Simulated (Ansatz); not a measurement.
## Two runs on WSe2

System: WSe2 (P2₁/m, 6 atoms in the cell).
Method of the first run: DFT PBEsol, scalar-relativistic, plane waves, PAW, no spin polarisation (Ansatz 0.2.0).

The structure derives from an entry of the Crystallography Open Database. Text and figures count atoms from 1; the logs count them from 0 in places.

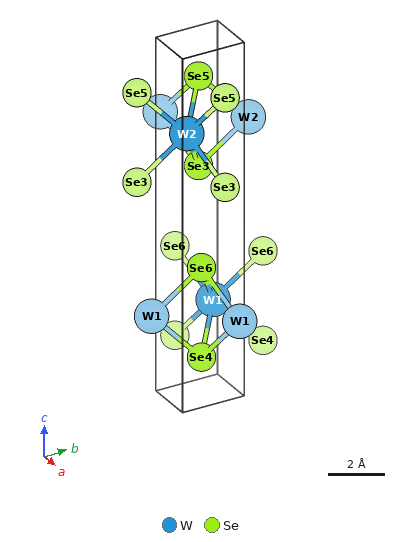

Fig. 1: The structure (ball-and-stick view of the cell of the calculation, seen slightly off an axis; neighbours outside the cell are drawn fainter; atoms are numbered from 1 in the order of the input). An atom can appear more than once, as a periodic image.

## Input file, the first run
```yaml
crystal:
  lattice:
    - [3.2711504299, 0.0, 0.0]
    - [-1.6355752149, 2.8328993719, 0.0]
    - [0.0, 0.0, 13.2206659015]
  atoms:
    - { symbol: W, position: [0.4356234996, 0.7415482655, 0.25] }
    - { symbol: W, position: [0.5643765004, 0.2584517345, 0.75] }
    - { symbol: Se, position: [0.2312522838, 0.5919381519, 0.623386149] }
    - { symbol: Se, position: [0.7687477162, 0.4080618481, 0.123386149] }
    - { symbol: Se, position: [0.2312522838, 0.5919381519, 0.876613851] }
    - { symbol: Se, position: [0.7687477162, 0.4080618481, 0.376613851] }
basis:
  ecutwfc: 420
kpoints:
  mp_grid: { grid: [12, 12, 2] }
hamiltonian:
  xc: pbesol
scf:
  occupations: { method: gaussian, width: 0.05 }
output:
  forces: true
  stress: true
  eigenvalues: true
```

Command:
```bash
ansatz run input.yaml --threads 2 --pin off --max-ram 5120MiB --backend cpu --events-out ev --progress --plain --runs-dir out
```

Hardware: 2 threads of Arm Neoverse V1, 24 GiB of memory available, shared host.

## Output, shortened to warnings, some set-up lines, iterations and results (the first run)
```
Basis set: ecut = 420 eV, 2457 PW (Γ), exchange–correlation on 48×48×180 points (8 copies of the dense FFT grid, shifted against one another)
Symmetry: 4 space group operations
k-points: 148 of 288
Initial density: superposition of atomic densities (neutral atoms: chi_scale 0, normalization atom), corrected by the library's trained network
[...]
SCF iter   1: F=—  HF=-42213.483820 eV  |F-HF|=—  |Δ(HF+E_count)|=         —  Δρ=4.98e-3  dr2=2.38e-2  ethr=1.77e-3  ⟨swp⟩=6.3  Hψ=30017  notcnv=0  defer=9
SCF iter   2: F=—  HF=-42213.486113 eV  |F-HF|=—  |Δ(HF+E_count)|=   2.29e-3  Δρ=2.71e-3  dr2=3.12e-3  ethr=2.59e-5  ⟨swp⟩=2.2  Hψ=13429  notcnv=0  defer=258
SCF iter   3: F=—  HF=-42213.487764 eV  |F-HF|=—  |Δ(HF+E_count)|=   1.65e-3  Δρ=1.43e-3  dr2=9.07e-4  ethr=3.39e-6  ⟨swp⟩=2.7  Hψ=11723  notcnv=0  defer=138
SCF iter   4: F=—  HF=-42213.488523 eV  |F-HF|=—  |Δ(HF+E_count)|=   7.59e-4  Δρ=9.85e-5  dr2=2.00e-5  ethr=9.86e-7  ⟨swp⟩=2.0  Hψ=10496  notcnv=0  defer=138
SCF iter   5: F=—  HF=-42213.488524 eV  |F-HF|=—  |Δ(HF+E_count)|=   1.19e-6  Δρ=2.69e-5  dr2=1.09e-6  ethr=2.17e-8  ⟨swp⟩=2.0  Hψ=10193  notcnv=0  defer=138
SCF iter   6: F=—  HF=-42213.488525 eV  |F-HF|=—  |Δ(HF+E_count)|=   1.25e-6  Δρ=9.07e-6  dr2=1.53e-7  ethr=1.09e-10  ⟨swp⟩=8.9  Hψ=35866  notcnv=0
SCF iter   7: F=-42213.488525 eV  HF=-42213.488525 eV  |F-HF|=1.08e-8  |Δ(HF+E_count)|=   1.89e-7  Δρ=2.45e-6  dr2=9.14e-9  ethr=1.09e-10  ⟨swp⟩=4.7  Hψ=30359  notcnv=0
SCF 1 converged in 7 iterations: F = -42213.488525 eV  dr2 = 9.14e-9
SCF converged after 7 iterations
Free energy (F): -42213.488525 eV
Harris-Foulkes:  -42213.488525 eV  (|F-HF|=1.08e-8)
Internal energy: -42213.488525 eV  (E = F + TS)
E sigma→0 (E₀):  -42213.488525 eV
Fermi energy:    13.112622 eV
--- Per-component energies (eV) ---
  E_band       = -1709.406083
  E_kinetic    = 1380.409507
  E_local      = -11759.906913  (includes V_loc(G=0)·N_el)
  E_nonlocal   = -2362.028937
  E_hartree    = 5645.198647
  E_xc         = -946.406009
  E_vxc        = -873.142204  (∫ρ·V_xc dr)
  E_paw        = -24344.611707  (= ΣΔE_a)
  E_vpaw       = 614.869767  (= ΣTr[D̂ρ^β])
  E_aug_tail   = -0.002556  (compensation charges beyond the density's cutoff)
  E_ewald      = -9830.617944
  E_core_change = 4.477386  (= ΣΔE_core)
  E_smearing   = -0.000000  (= −TS)
  E_closure    = -0.000000  (closes the sum)
  Σ components = -42213.488525   (vs F -42213.488525, Δ=0.00e0)
--- Forces (eV/Å), atoms counted from 1 ---
  atom   1  W     -0.05912914    -0.04479687     0.00000000
  atom   2  W      0.05912914     0.04479687     0.00000000
  atom   3  Se     0.03586553     0.01787067     0.05027867
  atom   4  Se    -0.03586553    -0.01787067     0.05027867
  atom   5  Se     0.03586553     0.01787067    -0.05027867
  atom   6  Se    -0.03586553    -0.01787067    -0.05027867
  max |Σ_I F_I| component: 6.94e-18 eV/Å
--- Stress (GPa, compression-positive) ---
        0.135575      -0.015170       0.000000
       -0.015170       0.043427       0.000000
        0.000000       0.000000       0.686249
  P = ⅓ Tr σ = 0.2884 GPa (2.884 kbar)
```

For the second run the input was changed thus:
```diff
-    - { symbol: W, position: [0.4356234996, 0.7415482655, 0.25] }
-    - { symbol: W, position: [0.5643765004, 0.2584517345, 0.75] }
-    - { symbol: Se, position: [0.2312522838, 0.5919381519, 0.623386149] }
-    - { symbol: Se, position: [0.7687477162, 0.4080618481, 0.123386149] }
-    - { symbol: Se, position: [0.2312522838, 0.5919381519, 0.876613851] }
-    - { symbol: Se, position: [0.7687477162, 0.4080618481, 0.376613851] }
+    - { symbol: W, position: [0.1969464449, 0.5668245349, 0.25] }
+    - { symbol: W, position: [0.8030535551, 0.4331754651, 0.75] }
+    - { symbol: Se, position: [0.4694413994, 0.7663046864, 0.623386149] }
+    - { symbol: Se, position: [0.5305586006, 0.2336953136, 0.123386149] }
+    - { symbol: Se, position: [0.4694413994, 0.7663046864, 0.876613851] }
+    - { symbol: Se, position: [0.5305586006, 0.2336953136, 0.376613851] }
```

What does this change do to the results?

With the same functional and potentials, the second run lies 0.44 meV per atom higher. The number of SCF iterations is the same.

## Output, shortened to warnings, some set-up lines, iterations and results (the second run)
```
Basis set: ecut = 420 eV, 2457 PW (Γ), exchange–correlation on 48×48×180 points (8 copies of the dense FFT grid, shifted against one another)
Symmetry: 4 space group operations
k-points: 148 of 288
Initial density: superposition of atomic densities (neutral atoms: chi_scale 0, normalization atom), corrected by the library's trained network
[...]
SCF iter   1: F=—  HF=-42213.481457 eV  |F-HF|=—  |Δ(HF+E_count)|=         —  Δρ=4.98e-3  dr2=2.40e-2  ethr=1.77e-3  ⟨swp⟩=6.4  Hψ=30269  notcnv=0  defer=8
SCF iter   2: F=—  HF=-42213.483539 eV  |F-HF|=—  |Δ(HF+E_count)|=   2.08e-3  Δρ=2.71e-3  dr2=3.12e-3  ethr=2.61e-5  ⟨swp⟩=2.2  Hψ=13448  notcnv=0  defer=258
SCF iter   3: F=—  HF=-42213.485135 eV  |F-HF|=—  |Δ(HF+E_count)|=   1.60e-3  Δρ=1.42e-3  dr2=9.03e-4  ethr=3.39e-6  ⟨swp⟩=2.6  Hψ=11445  notcnv=0  defer=141
SCF iter   4: F=—  HF=-42213.485851 eV  |F-HF|=—  |Δ(HF+E_count)|=   7.16e-4  Δρ=9.79e-5  dr2=1.75e-5  ethr=9.82e-7  ⟨swp⟩=2.0  Hψ=10399  notcnv=0  defer=141
SCF iter   5: F=—  HF=-42213.485860 eV  |F-HF|=—  |Δ(HF+E_count)|=   8.96e-6  Δρ=2.48e-5  dr2=7.89e-7  ethr=1.91e-8  ⟨swp⟩=2.0  Hψ=10259  notcnv=0  defer=141
SCF iter   6: F=—  HF=-42213.485861 eV  |F-HF|=—  |Δ(HF+E_count)|=   7.58e-7  Δρ=8.17e-6  dr2=1.06e-7  ethr=1.09e-10  ⟨swp⟩=9.1  Hψ=35723  notcnv=0
SCF iter   7: F=-42213.485861 eV  HF=-42213.485861 eV  |F-HF|=1.22e-8  |Δ(HF+E_count)|=   1.12e-7  Δρ=2.26e-6  dr2=7.97e-9  ethr=1.09e-10  ⟨swp⟩=4.1  Hψ=28773  notcnv=0
SCF 1 converged in 7 iterations: F = -42213.485861 eV  dr2 = 7.97e-9
SCF converged after 7 iterations
Free energy (F): -42213.485861 eV
Harris-Foulkes:  -42213.485861 eV  (|F-HF|=1.22e-8)
Internal energy: -42213.485861 eV  (E = F + TS)
E sigma→0 (E₀):  -42213.485861 eV
Fermi energy:    13.122639 eV
--- Per-component energies (eV) ---
  E_band       = -1709.275834
  E_kinetic    = 1380.445727
  E_local      = -11758.950059  (includes V_loc(G=0)·N_el)
  E_nonlocal   = -2362.040495
  E_hartree    = 5644.767822
  E_xc         = -946.415497
  E_vxc        = -873.153271  (∫ρ·V_xc dr)
  E_paw        = -24344.600384  (= ΣΔE_a)
  E_vpaw       = 614.890884  (= ΣTr[D̂ρ^β])
  E_aug_tail   = -0.002551  (compensation charges beyond the density's cutoff)
  E_ewald      = -9831.167810
  E_core_change = 4.477386  (= ΣΔE_core)
  E_smearing   = -0.000000  (= −TS)
  E_closure    = 0.000000  (closes the sum)
  Σ components = -42213.485861   (vs F -42213.485861, Δ=0.00e0)
--- Forces (eV/Å), atoms counted from 1 ---
  atom   1  W      0.03053265     0.05293701     0.00000000
  atom   2  W     -0.03053265    -0.05293701     0.00000000
  atom   3  Se     0.00652644    -0.02209112     0.05150804
  atom   4  Se    -0.00652644     0.02209112     0.05150804
  atom   5  Se     0.00652644    -0.02209112    -0.05150804
  atom   6  Se    -0.00652644     0.02209112    -0.05150804
  max |Σ_I F_I| component: 1.04e-17 eV/Å
--- Stress (GPa, compression-positive) ---
        0.116424      -0.140268       0.000000
       -0.140268       0.186930       0.000000
        0.000000       0.000000       0.644322
  P = ⅓ Tr σ = 0.3159 GPa (3.159 kbar)
```

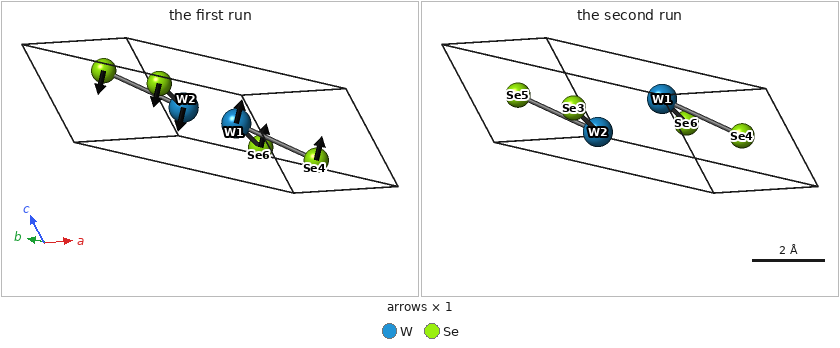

Fig. 2: The two input geometries at one scale (ball-and-stick view of the cell of the calculation, set on other vectors, seen at an oblique angle). The black arrows on the first give the shifts of the atoms relative to the cell, with their mean removed, at true length. The largest moves, 0.70 Å, are those of W1, W2, Se3, Se4, Se5 and Se6. Largest moves by element: W 0.70 Å, Se 0.70 Å. (The mean shift of all atoms is removed.) The cell stays as it was.

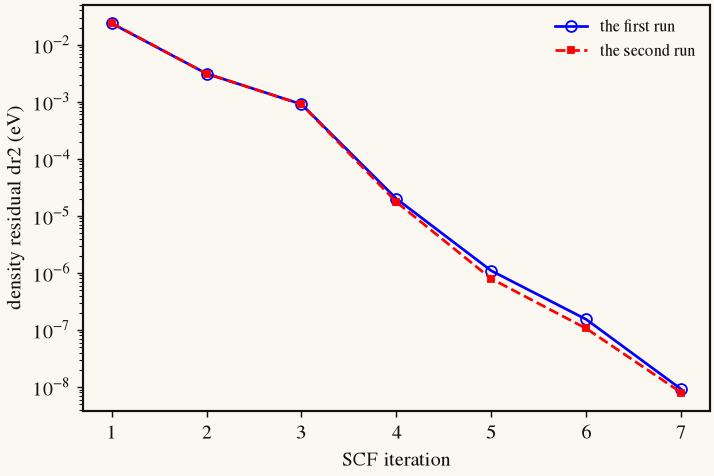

Fig. 3: Convergence of the two runs: density residual dr2 against the SCF iteration. The first run takes 7 iterations in all, and the second run takes 7.

## The two runs side by side

| quantity | the first run | the second run |
| --- | --- | --- |
| outcome | converged | converged |
| free energy per atom (eV) | −7035.5814 | −7035.5810 |
| gap on the mesh (eV) | 1.01 | 1.03 |
| pressure (GPa) | 0.29 | 0.32 |
| largest force (eV/Å) | 0.074 | 0.061 |
| SCF iterations | 7 | 7 |
| irreducible k-points | 148 | 148 |
| plane waves at Γ | 2457 | 2457 |
| wall time (shared host) | 30 s | 32 s |

For both runs: Spin–orbit coupling is left out, which matters for W.
